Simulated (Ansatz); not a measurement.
C$_{7}$O: geometry relaxation (part 1 of 2)

- system: C$_{7}$O (slab, 8 atoms in the cell)
- method: DFT PBE+D3(BJ), scalar-relativistic, plane waves, PAW, no spin polarisation (Ansatz 0.2.0)

The structure derives from an entry of the Crystallography Open Database. The input holds or restrains some coordinates. It belongs to a series of runs on one base structure; here: CO put at a top C site.

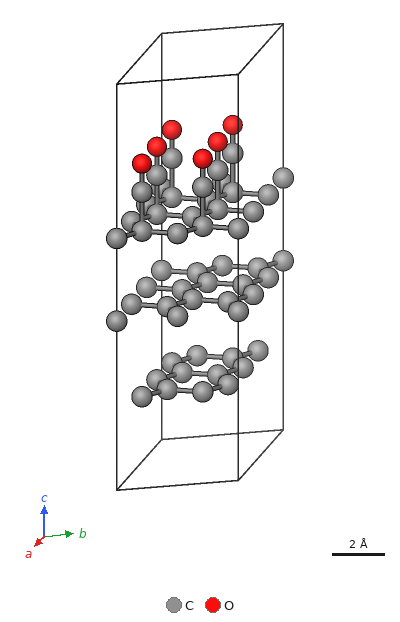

Figure 1. The starting structure (ball-and-stick view of the 3 × 2 repeat of the cell, with the vacuum cut short, seen slightly off an axis). Near neighbours in the crystal (not all of them lie inside the picture): C has 3 C at 1.42 Å; C has 4 C at 1.42 to 1.58 Å; C has 1 C at 1.58 Å and 1 O at 1.15 Å; O has 1 C at 1.15 Å.

## Input file
```yaml
crystal:
  lattice:
    - [2.4650495083, 0.0, 0.0]
    - [-1.2325247541, 2.1347954958, 0.0]
    - [0.0, 0.0, 26.8487123425]
  atoms:
    - { symbol: C, position: [0.6666666667, 0.3333333333, 0.3165887396] }
    - { symbol: C, position: [0.3333333333, 0.6666666667, 0.3166487054] }
    - { symbol: C, position: [0.3333333333, 0.6666666667, 0.4413079859] }
    - { symbol: C, position: [0.0, 0.0, 0.4413679518] }
    - { symbol: C, position: [0.0, 0.0, 0.5660272323] }
    - { symbol: C, position: [0.6666666667, 0.3333333333, 0.5660871981] }
    - { symbol: C, position: [0.6666666667, 0.3333333333, 0.6249354579] }
    - { symbol: O, position: [0.6666666667, 0.3333333333, 0.6677680521] }
basis:
  ecutwfc: 420
kpoints:
  mp_grid: { grid: [12, 12, 1] }
hamiltonian:
  xc: pbe
  dispersion: d3bj
scf:
  occupations: { method: gaussian, width: 0.05 }
output:
  forces: true
  eigenvalues: true
  write_density: true
  write_potential: true
  elf: true
  volumetric_format: npy
relax:
  adjacent_minimum: "off"
  f_tol: 0.03
  max_steps: 70
  constraints: [{ sites: [0, 1] }]
efield:
  axis: 3
  dipole_correction: true
  ramp_width: 0.04
```

Run as:
```bash
ansatz run input.yaml --threads 1 --pin off --max-ram 2560MiB --backend cpu --events-out ev --progress --plain --runs-dir out
```

## The program's output
```
Engine: ansatz 0.2.0, x86_64-unknown-linux-gnu
Pseudopotentials: kind: paw
Pseudopotential: C, paw, valence charge 4, recommended cutoff 420 eV (normal), C.paw.azcp
Pseudopotential: O, paw, valence charge 6, recommended cutoff 420 eV (normal), O.paw.azcp
Functional definition: PBE
  parameter kappa = 0.804
  parameter beta = 0.06672455060314922
  exchange = pbe_x(kappa = kappa, mu = beta*pi^2/3)
  correlation = pbe_c(beta = beta)
Crystal: 8 atoms, lattice volume = 141.288 Å³
Basis set: ecut = 420 eV, 2687 PW (Γ), exchange–correlation on 36×36×360 points (8 copies of the dense FFT grid, shifted against one another)
Bands: 25, of which v1, the nominal top of the filled ones, is band 17 counted from 1 (16 counted from 0)
Symmetry: 6 space group operations
Space group: P3m1 (ITA 156), of the structure as read, at distance tolerance 5.2e-5 Å
k-points: 19 of 144 (time reversal used)
Non-local potential: C, projectors of the file, l = 0: 2, l = 1: 2, l = 2: 1
Non-local potential: O, projectors of the file, l = 0: 2, l = 1: 2, l = 2: 1
PAW form: soft (Blöchl's): semilocal exchange-correlation on the pseudo side does not see the compensation charge
PAW one-centre angular grid: C, 110 points (default); XC on 64 Gauss nodes
PAW one-centre angular grid: O, 110 points (default); XC on 64 Gauss nodes
Initial density: superposition of atomic densities (neutral atoms: chi_scale 0, normalization atom), corrected by the library's trained network
Initial wavefunctions: pseudopotential atomic-orbital guess
Functional: x = pbe(κ = 0.804, μ = 0.2195149727645171), c = pbe(β = 0.06672455060314922)
SCF iter   1: F=—  HF=-2319.273782 eV  |F-HF|=—  |Δ(HF+E_count)|=         —  Δρ=1.45e-2  dr2=8.12e-1  ethr=1.77e-3  p=-0.084 e·Å  D=-1.08e-1 V/Å  ΔV_dip=2.90 eV  dr2_dipole=1.67e-1  V_vac-E_F(+/−)=7.28/4.38 eV  ⟨swp⟩=9.1  Hψ=2985  notcnv=0  defer=10
efield: sawtooth ramp at fractional position 0.9722 (placed from the atoms, in the widest stretch of the axis that holds none; the zero of the levels goes with the place), width 0.0400; the density the first Hamiltonian is built on has a dipole p = -0.084 e·Å; the dipole correction subtracts the counter field D = -1.08e-1 V/Å, which shifts the + side's vacuum level by +2.90 eV against the − side's; the planar-averaged density in the ramp window peaks in size at 2.4e-5 e/Å³
preconditioner: auto → LDOS  [insulator: Δε(μ)=0.205 eV  Ē_g=15.345 eV  σ=0.050 eV  W_gap=0.78  n_scr=18 (ndim 8)  ℏωp=18.2 eV  f_vac=0.535  D(μ)=1.26/eV (n_scr^D=10)  ε∞_Penn≈2.4  β→1.0]
SCF iter   2: F=—  HF=-2319.267538 eV  |F-HF|=—  |Δ(HF+E_count)|=   6.24e-3  Δρ=1.11e-2  dr2=5.93e-1  ethr=1.77e-3  p=0.014 e·Å  D=1.84e-2 V/Å  ΔV_dip=-0.49 eV  dr2_dipole=2.81e-1  V_vac-E_F(+/−)=4.87/5.37 eV  ⟨swp⟩=3.1  Hψ=989  notcnv=0  defer=46
SCF iter   3: F=—  HF=-2319.183760 eV  |F-HF|=—  |Δ(HF+E_count)|=   8.38e-2  Δρ=3.61e-3  dr2=4.81e-2  ethr=1.74e-3  p=-0.048 e·Å  D=-6.11e-2 V/Å  ΔV_dip=1.64 eV  dr2_dipole=1.97e-3  V_vac-E_F(+/−)=5.76/4.12 eV  ⟨swp⟩=2.5  Hψ=751  notcnv=0  defer=38
SCF iter   4: F=—  HF=-2319.182826 eV  |F-HF|=—  |Δ(HF+E_count)|=   9.33e-4  Δρ=1.99e-3  dr2=3.41e-2  ethr=1.42e-4  p=-0.039 e·Å  D=-4.94e-2 V/Å  ΔV_dip=1.33 eV  dr2_dipole=1.01e-2  V_vac-E_F(+/−)=5.80/4.47 eV  ⟨swp⟩=2.4  Hψ=880  notcnv=0  defer=48
SCF iter   5: F=—  HF=-2319.179444 eV  |F-HF|=—  |Δ(HF+E_count)|=   3.38e-3  Δρ=1.06e-3  dr2=8.98e-3  ethr=1.00e-4  p=-0.042 e·Å  D=-5.43e-2 V/Å  ΔV_dip=1.46 eV  dr2_dipole=3.66e-3  V_vac-E_F(+/−)=5.77/4.31 eV  ⟨swp⟩=1.5  Hψ=467  notcnv=0  defer=46
SCF iter   6: F=—  HF=-2319.179911 eV  |F-HF|=—  |Δ(HF+E_count)|=   4.66e-4  Δρ=7.73e-4  dr2=1.38e-2  ethr=2.64e-5  p=-0.046 e·Å  D=-5.94e-2 V/Å  ΔV_dip=1.60 eV  dr2_dipole=6.30e-3  V_vac-E_F(+/−)=5.79/4.20 eV  ⟨swp⟩=1.5  Hψ=625  notcnv=0  defer=44
SCF iter   7: F=—  HF=-2319.179175 eV  |F-HF|=—  |Δ(HF+E_count)|=   7.36e-4  Δρ=2.92e-4  dr2=3.28e-4  ethr=2.64e-5  p=-0.044 e·Å  D=-5.64e-2 V/Å  ΔV_dip=1.52 eV  dr2_dipole=1.29e-4  V_vac-E_F(+/−)=5.78/4.26 eV  ⟨swp⟩=1.3  Hψ=475  notcnv=0  defer=44
SCF iter   8: F=—  HF=-2319.179175 eV  |F-HF|=—  |Δ(HF+E_count)|=   2.47e-7  Δρ=1.77e-4  dr2=7.62e-4  ethr=9.66e-7  p=-0.043 e·Å  D=-5.53e-2 V/Å  ΔV_dip=1.49 eV  dr2_dipole=3.46e-4  V_vac-E_F(+/−)=5.77/4.28 eV  ⟨swp⟩=2.1  Hψ=603  notcnv=0  defer=44
SCF iter   9: F=—  HF=-2319.179159 eV  |F-HF|=—  |Δ(HF+E_count)|=   1.61e-5  Δρ=6.35e-5  dr2=5.30e-5  ethr=9.66e-7  p=-0.044 e·Å  D=-5.60e-2 V/Å  ΔV_dip=1.50 eV  dr2_dipole=1.92e-5  V_vac-E_F(+/−)=5.77/4.27 eV  ⟨swp⟩=1.0  Hψ=429  notcnv=0  defer=44
SCF iter  10: F=-2319.179151 eV  HF=-2319.179158 eV  |F-HF|=7.32e-6  |Δ(HF+E_count)|=   3.18e-7  Δρ=2.07e-5  dr2=5.78e-6  ethr=6.62e-8  p=-0.044 e·Å  D=-5.59e-2 V/Å  ΔV_dip=1.50 eV  dr2_dipole=2.15e-6  V_vac-E_F(+/−)=5.77/4.27 eV  ⟨swp⟩=21.2  Hψ=4554  notcnv=0
SCF 1 converged in 10 iterations: F = -2319.179151 eV  dr2 = 5.78e-6
  greatest PAW one-centre occupation: 0.897 electrons in one spin orbital (limit 2), on the O atom at site 7 (counted from 0), in its partial waves of l = 0
relax step   1: F+E_penalty+E_count = -2319.17915116 eV  Δ(F+E_penalty+E_count) = +0.000e0 eV  max|allowed force component| = 5.037e0 eV/Å  Δτ_max = 0.0000 Å  (10 SCF iters, dr2 threshold 2.25e-5 eV, accepted)
Initial density: handed on by an earlier stage of this run
Initial wavefunctions: those handed on with the density
iter 1 solved again at ethr=2.95e-3 eV; its pass at ethr=3.10e-3 eV (dr2=1.00e0 eV) is discarded
SCF iter   1: F=—  HF=-2320.167708 eV  |F-HF|=—  |Δ(HF+E_count)|=         —  Δρ=3.39e-2  dr2=1.02e0  ethr=2.95e-3  p=-0.044 e·Å  D=-5.59e-2 V/Å  ΔV_dip=1.50 eV  dr2_dipole=2.46e-2  V_vac-E_F(+/−)=5.84/4.34 eV  ⟨swp⟩=1.0  Hψ=2620  notcnv=0  defer=4
efield: sawtooth ramp at fractional position 0.9722 (handed on by an earlier solve), width 0.0400; the density the first Hamiltonian is built on has a dipole p = -0.044 e·Å; the dipole correction subtracts the counter field D = -5.59e-2 V/Å, which shifts the + side's vacuum level by +1.50 eV against the − side's; the planar-averaged density in the ramp window peaks in size at 1.6e-6 e/Å³
preconditioner: auto → LDOS  [metal: Δε(μ)=0.047 eV  Ē_g=15.269 eV  σ=0.050 eV  W_gap=0.49  n_scr=18 (ndim 8)  ℏωp=18.2 eV  f_vac=0.529  D(μ)=0.50/eV (n_scr^D=6)  β→1.0]
SCF iter   2: F=—  HF=-2320.261767 eV  |F-HF|=—  |Δ(HF+E_count)|=   9.41e-2  Δρ=2.45e-2  dr2=2.37e0  ethr=2.95e-3  p=-0.037 e·Å  D=-4.69e-2 V/Å  ΔV_dip=1.26 eV  dr2_dipole=2.82e-1  V_vac-E_F(+/−)=5.67/4.41 eV  ⟨swp⟩=3.1  Hψ=1088  notcnv=0  defer=13  recentre
preconditioner: auto → Resta (q_TF=auto, 2.152 Å⁻¹)  ε∞=2.5  [insulator: Δε(μ)=0.311 eV  Ē_g=15.080 eV  σ=0.050 eV  W_gap=1.00  n_scr=18 (ndim 8)  ℏωp=18.2 eV  f_vac=0.528  D(μ)=0.00/eV (n_scr^D=0)  ε∞_Penn≈2.5  vacuum switching on, ρ_ref=1.6e-2 e/Å³  β→0.5]
SCF iter   3: F=—  HF=-2319.960829 eV  |F-HF|=—  |Δ(HF+E_count)|=   3.01e-1  Δρ=1.21e-2  dr2=7.16e-1  ethr=2.95e-3  p=-0.080 e·Å  D=-1.02e-1 V/Å  ΔV_dip=2.74 eV  dr2_dipole=1.87e-1  V_vac-E_F(+/−)=6.92/4.18 eV  ⟨swp⟩=2.7  Hψ=1000  notcnv=0  defer=56
SCF iter   4: F=—  HF=-2319.897701 eV  |F-HF|=—  |Δ(HF+E_count)|=   6.31e-2  Δρ=6.13e-3  dr2=5.44e-2  ethr=2.11e-3  p=-0.044 e·Å  D=-5.64e-2 V/Å  ΔV_dip=1.51 eV  dr2_dipole=2.38e-3  V_vac-E_F(+/−)=5.81/4.29 eV  ⟨swp⟩=2.1  Hψ=719  notcnv=0  defer=50
SCF iter   5: F=—  HF=-2319.894308 eV  |F-HF|=—  |Δ(HF+E_count)|=   3.39e-3  Δρ=2.67e-3  dr2=8.68e-3  ethr=1.60e-4  p=-0.046 e·Å  D=-5.92e-2 V/Å  ΔV_dip=1.59 eV  dr2_dipole=1.90e-4  V_vac-E_F(+/−)=5.91/4.32 eV  ⟨swp⟩=2.2  Hψ=851  notcnv=0  defer=50
SCF iter   6: F=—  HF=-2319.895291 eV  |F-HF|=—  |Δ(HF+E_count)|=   9.83e-4  Δρ=1.53e-3  dr2=1.41e-2  ethr=2.55e-5  p=-0.046 e·Å  D=-5.84e-2 V/Å  ΔV_dip=1.57 eV  dr2_dipole=1.68e-3  V_vac-E_F(+/−)=5.80/4.23 eV  ⟨swp⟩=2.1  Hψ=639  notcnv=0  defer=50
SCF iter   7: F=—  HF=-2319.894105 eV  |F-HF|=—  |Δ(HF+E_count)|=   1.19e-3  Δρ=5.00e-4  dr2=2.34e-3  ethr=2.55e-5  p=-0.040 e·Å  D=-5.12e-2 V/Å  ΔV_dip=1.37 eV  dr2_dipole=8.50e-4  V_vac-E_F(+/−)=5.69/4.32 eV  ⟨swp⟩=1.9  Hψ=499  notcnv=0  defer=49
SCF iter   8: F=—  HF=-2319.894052 eV  |F-HF|=—  |Δ(HF+E_count)|=   5.38e-5  Δρ=2.37e-4  dr2=2.91e-4  ethr=6.89e-6  p=-0.042 e·Å  D=-5.42e-2 V/Å  ΔV_dip=1.46 eV  dr2_dipole=1.36e-4  V_vac-E_F(+/−)=5.76/4.31 eV  ⟨swp⟩=1.4  Hψ=618  notcnv=0  defer=44
SCF iter   9: F=—  HF=-2319.894053 eV  |F-HF|=—  |Δ(HF+E_count)|=   1.11e-6  Δρ=1.50e-4  dr2=2.38e-4  ethr=8.55e-7  p=-0.042 e·Å  D=-5.38e-2 V/Å  ΔV_dip=1.44 eV  dr2_dipole=1.09e-4  V_vac-E_F(+/−)=5.75/4.31 eV  ⟨swp⟩=1.3  Hψ=456  notcnv=0  defer=44
SCF iter  10: F=-2319.893995 eV  HF=-2319.894030 eV  |F-HF|=3.52e-5  |Δ(HF+E_count)|=   2.28e-5  Δρ=5.52e-5  dr2=2.46e-5  ethr=2.94e-7  p=-0.041 e·Å  D=-5.26e-2 V/Å  ΔV_dip=1.41 eV  dr2_dipole=1.30e-5  V_vac-E_F(+/−)=5.72/4.31 eV  ⟨swp⟩=21.5  Hψ=5033  notcnv=0
SCF 2 converged in 10 iterations: F = -2319.893995 eV  dr2 = 2.46e-5
  greatest PAW one-centre occupation: 0.895 electrons in one spin orbital (limit 2), on the O atom at site 7 (counted from 0), in its partial waves of l = 0
relax step   2: F+E_penalty+E_count = -2319.89399474 eV  Δ(F+E_penalty+E_count) = -7.148e-1 eV  max|allowed force component| = 3.026e0 eV/Å  Δτ_max = 0.1921 Å  (10 SCF iters, dr2 threshold 1.00e-4 eV, accepted)
[... from here on the SCF iterations and repeated set-up lines of each step are left out, up to the last step ...]
SCF 3 converged in 10 iterations: F = -2320.286505 eV  dr2 = 7.00e-6
relax step   3: F+E_penalty+E_count = -2320.28650516 eV  Δ(F+E_penalty+E_count) = -3.925e-1 eV  max|allowed force component| = 2.945e0 eV/Å  Δτ_max = 0.2000 Å  (10 SCF iters, dr2 threshold 1.00e-4 eV, accepted)
SCF 4 converged in 10 iterations: F = -2320.713008 eV  dr2 = 1.98e-6
relax step   4: F+E_penalty+E_count = -2320.71300779 eV  Δ(F+E_penalty+E_count) = -4.265e-1 eV  max|allowed force component| = 3.118e0 eV/Å  Δτ_max = 0.1954 Å  (10 SCF iters, dr2 threshold 1.00e-4 eV, accepted)
SCF 5 converged in 8 iterations: F = -2321.171394 eV  dr2 = 4.48e-5
relax step   5: F+E_penalty+E_count = -2321.17139367 eV  Δ(F+E_penalty+E_count) = -4.584e-1 eV  max|allowed force component| = 3.160e0 eV/Å  Δτ_max = 0.1947 Å  (8 SCF iters, dr2 threshold 1.00e-4 eV, accepted)
SCF 6 converged in 7 iterations: F = -2321.586678 eV  dr2 = 2.42e-5
relax step   6: F+E_penalty+E_count = -2321.58667825 eV  Δ(F+E_penalty+E_count) = -4.153e-1 eV  max|allowed force component| = 4.511e-1 eV/Å  Δτ_max = 0.1938 Å  (7 SCF iters, dr2 threshold 1.00e-4 eV, accepted)
SCF 7 converged in 7 iterations: F = -2321.769767 eV  dr2 = 7.51e-6
relax step   7: F+E_penalty+E_count = -2321.76976687 eV  Δ(F+E_penalty+E_count) = -1.831e-1 eV  max|allowed force component| = 3.227e-1 eV/Å  Δτ_max = 0.2000 Å  (7 SCF iters, dr2 threshold 1.27e-5 eV, accepted)
SCF 8 converged in 12 iterations: F = -2321.862813 eV  dr2 = 7.34e-8
relax step   8: F+E_penalty+E_count = -2321.86281294 eV  Δ(F+E_penalty+E_count) = -9.305e-2 eV  max|allowed force component| = 5.057e-1 eV/Å  Δτ_max = 0.1951 Å  (12 SCF iters, dr2 threshold 6.51e-6 eV, accepted)
SCF 9 converged in 6 iterations: F = -2321.900949 eV  dr2 = 3.03e-5
relax step   9: F+E_penalty+E_count = -2321.90094868 eV  Δ(F+E_penalty+E_count) = -3.814e-2 eV  max|allowed force component| = 1.515e-1 eV/Å  Δτ_max = 0.2000 Å  (6 SCF iters, dr2 threshold 1.00e-4 eV, accepted)
SCF 10 converged in 10 iterations: F = -2321.921980 eV  dr2 = 1.13e-9
relax step  10: F+E_penalty+E_count = -2321.92197996 eV  Δ(F+E_penalty+E_count) = -2.103e-2 eV  max|allowed force component| = 5.290e-2 eV/Å  Δτ_max = 0.2000 Å  (10 SCF iters, dr2 threshold 2.06e-6 eV, accepted)
SCF 11 converged in 9 iterations: F = -2321.934347 eV  dr2 = 7.59e-9
relax step  11: F+E_penalty+E_count = -2321.93434722 eV  Δ(F+E_penalty+E_count) = -1.237e-2 eV  max|allowed force component| = 3.974e-2 eV/Å  Δτ_max = 0.1914 Å  (9 SCF iters, accepted)
SCF 12 converged in 12 iterations: F = -2321.937687 eV  dr2 = 3.88e-8
relax step  12: F+E_penalty+E_count = -2321.93768725 eV  Δ(F+E_penalty+E_count) = -3.340e-3 eV  max|allowed force component| = 7.046e-2 eV/Å  Δτ_max = 0.1999 Å  (12 SCF iters, accepted)
SCF 13 converged in 7 iterations: F = -2321.943786 eV  dr2 = 6.21e-7
relax step  13: F+E_penalty+E_count = -2321.94378561 eV  Δ(F+E_penalty+E_count) = -6.098e-3 eV  max|allowed force component| = 6.219e-3 eV/Å  Δτ_max = 0.1943 Å  (7 SCF iters, dr2 threshold 2.80e-6 eV, accepted)
SCF 14 converged in 4 iterations: F = -2321.943786 eV  dr2 = 4.59e-9
relax step  14: F+E_penalty+E_count = -2321.94378592 eV  Δ(F+E_penalty+E_count) = -3.114e-7 eV  max|allowed force component| = 6.021e-3 eV/Å  Δτ_max = 0.0000 Å  (4 SCF iters, accepted)
SCF iter   1: F=—  HF=-2321.952680 eV  |F-HF|=—  |Δ(HF+E_count)|=         —  Δρ=7.35e-3  dr2=3.70e-2  ethr=8.86e-4  p=-0.045 e·Å  D=-5.75e-2 V/Å  ΔV_dip=1.54 eV  dr2_dipole=2.94e-3  V_vac-E_F(+/−)=5.85/4.30 eV  ⟨swp⟩=3.1  Hψ=1291  notcnv=0  defer=52
efield: sawtooth ramp at fractional position 0.9722 (handed on by an earlier solve), width 0.0400; the density the first Hamiltonian is built on has a dipole p = -0.045 e·Å; the dipole correction subtracts the counter field D = -5.75e-2 V/Å, which shifts the + side's vacuum level by +1.54 eV against the − side's; the planar-averaged density in the ramp window peaks in size at 3.0e-6 e/Å³
preconditioner: auto → LDOS  [metal: Δε(μ)=0.043 eV  Ē_g=14.844 eV  σ=0.050 eV  W_gap=0.45  n_scr=18 (ndim 8)  ℏωp=18.2 eV  f_vac=0.466  D(μ)=0.88/eV (n_scr^D=8)  β→1.0]
SCF iter   2: F=—  HF=-2321.949311 eV  |F-HF|=—  |Δ(HF+E_count)|=   3.37e-3  Δρ=2.94e-3  dr2=1.91e-2  ethr=1.09e-4  p=-0.045 e·Å  D=-5.79e-2 V/Å  ΔV_dip=1.56 eV  dr2_dipole=1.80e-3  V_vac-E_F(+/−)=5.86/4.30 eV  ⟨swp⟩=2.2  Hψ=1050  notcnv=0  defer=56
SCF iter   3: F=—  HF=-2321.943953 eV  |F-HF|=—  |Δ(HF+E_count)|=   5.36e-3  Δρ=5.07e-4  dr2=8.36e-4  ethr=5.62e-5  p=-0.045 e·Å  D=-5.77e-2 V/Å  ΔV_dip=1.55 eV  dr2_dipole=1.81e-4  V_vac-E_F(+/−)=5.85/4.30 eV  ⟨swp⟩=2.1  Hψ=734  notcnv=0  defer=56
SCF iter   4: F=—  HF=-2321.943862 eV  |F-HF|=—  |Δ(HF+E_count)|=   9.15e-5  Δρ=1.53e-4  dr2=6.79e-5  ethr=2.46e-6  p=-0.045 e·Å  D=-5.75e-2 V/Å  ΔV_dip=1.54 eV  dr2_dipole=2.69e-5  V_vac-E_F(+/−)=5.85/4.30 eV  ⟨swp⟩=2.1  Hψ=602  notcnv=0  defer=56
SCF iter   5: F=—  HF=-2321.943922 eV  |F-HF|=—  |Δ(HF+E_count)|=   6.00e-5  Δρ=7.42e-5  dr2=1.65e-5  ethr=2.00e-7  p=-0.045 e·Å  D=-5.76e-2 V/Å  ΔV_dip=1.55 eV  dr2_dipole=1.95e-6  V_vac-E_F(+/−)=5.84/4.30 eV  ⟨swp⟩=2.0  Hψ=738  notcnv=0  defer=56
SCF iter   6: F=—  HF=-2321.943920 eV  |F-HF|=—  |Δ(HF+E_count)|=   1.26e-6  Δρ=2.34e-5  dr2=1.22e-6  ethr=4.86e-8  p=-0.045 e·Å  D=-5.76e-2 V/Å  ΔV_dip=1.55 eV  dr2_dipole=2.69e-7  V_vac-E_F(+/−)=5.84/4.30 eV  ⟨swp⟩=2.0  Hψ=689  notcnv=0  defer=56
SCF iter   7: F=-2321.943921 eV  HF=-2321.943920 eV  |F-HF|=1.40e-7  |Δ(HF+E_count)|=   4.27e-8  Δρ=5.83e-6  dr2=4.96e-8  ethr=2.94e-10  p=-0.045 e·Å  D=-5.76e-2 V/Å  ΔV_dip=1.55 eV  dr2_dipole=2.08e-9  V_vac-E_F(+/−)=5.84/4.30 eV  ⟨swp⟩=16.2  Hψ=4065  notcnv=0
SCF 15 converged in 7 iterations: F = -2321.943921 eV  dr2 = 4.96e-8
relax step  15: F+E_penalty+E_count = -2321.94392052 eV  Δ(F+E_penalty+E_count) = -1.346e-4 eV  max|allowed force component| = 1.152e-2 eV/Å  Δτ_max = 0.0377 Å  (7 SCF iters, accepted)
```

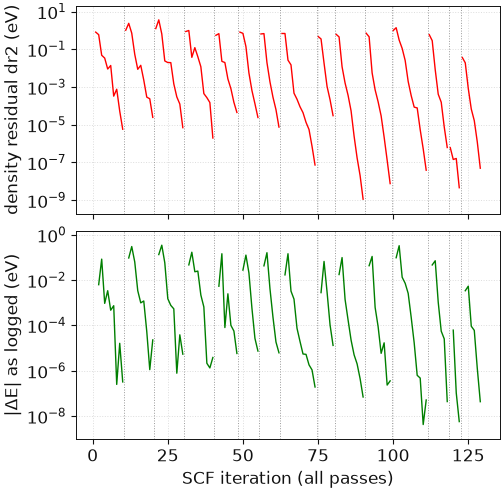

Figure 2. Convergence of the self-consistent field: density residual dr2 and size of the energy change against the SCF iteration. The dotted lines part the SCF passes of the relaxation: geometry steps, rejected trials and re-solves on a re-selected basis. The 15 passes take 4 to 12 iterations each, 129 in all.

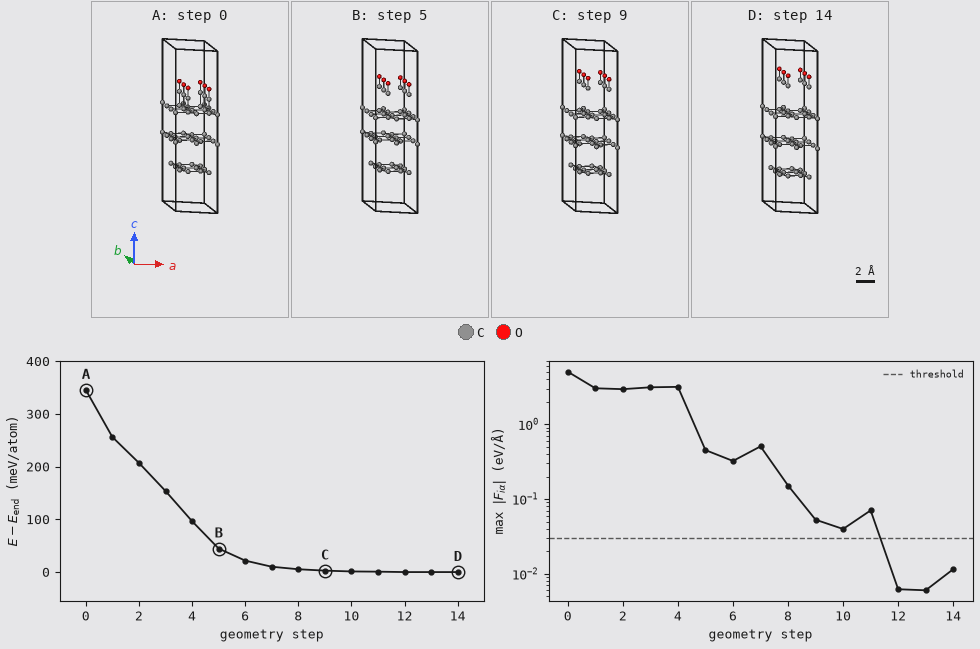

Figure 3. Frames of the restrained relaxation (ball-and-stick view of the 2 × 3 repeat of the cell, with the vacuum cut short, seen slightly off an axis) above the curves, on which the letters mark them (the first geometry is step 0 here and step 1 in the log).
